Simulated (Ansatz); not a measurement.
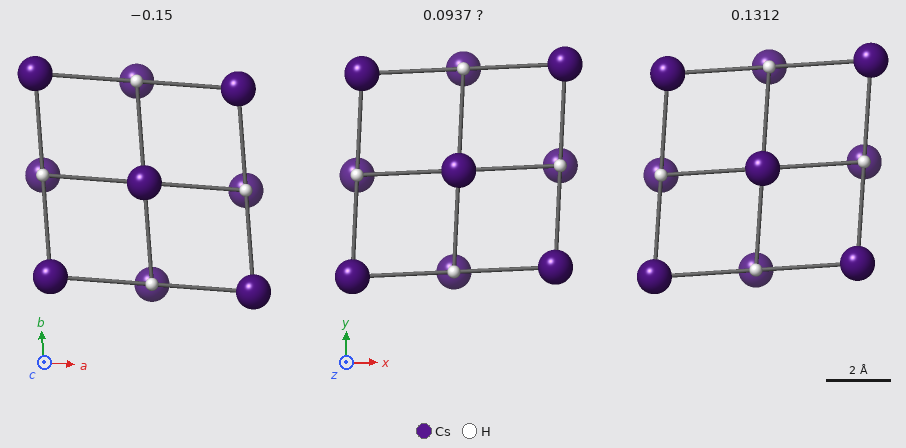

A scan of crystalline CsH (Fm-3m): the cell is strained in shear in the xy plane, with the atoms kept at their fractional coordinates. x, y and z are the Cartesian axes of the input. Style: ball-and-stick. Shown: the conventional cell (4 times the calculation's cell), along the c axis. Lengths and directions refer to the drawn axes.

All numbers below come from DFT LDA, scalar-relativistic, plane waves, PAW (Ansatz 0.2.0). Set-up: plane-wave cutoff 420 eV; k-point mesh 8 × 8 × 8; occupations gaussian; smearing width 0.05 eV; no spin polarisation. Energies (free energies at the smearing named) are counted from the cell as listed in its source, which wasn't relaxed.

```
engineering shear strain  ΔE (meV/atom)
                 −0.1500           11.3
                 −0.0750            2.8
                  0.0000            0.0
                  0.0187            0.2
                  0.0375            0.7
                  0.0562            1.5
                  0.0937              ?
                  0.1125            6.3
                  0.1312            8.6
```

Q: One row is withheld. What is its energy?

A: A straight line between the two neighbours gives 4.7 meV/atom. A cubic through the four nearest rows (0.0375, 0.0562, 0.1125, 0.1312) gives, with Lagrange weights, (−0.2012)(0.7) + (0.5018)(1.5) + (1.0009)(6.3) + (−0.3015)(8.6) = 4.3 meV/atom. The calculation gives 4.3 meV/atom, so the cubic is right to the digits shown and the straight line 0.4 meV/atom too high, as the curve bends upwards here.

The whole profile:

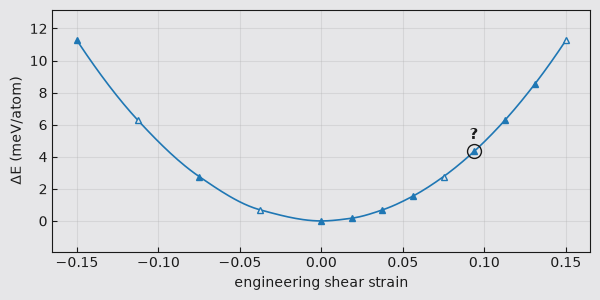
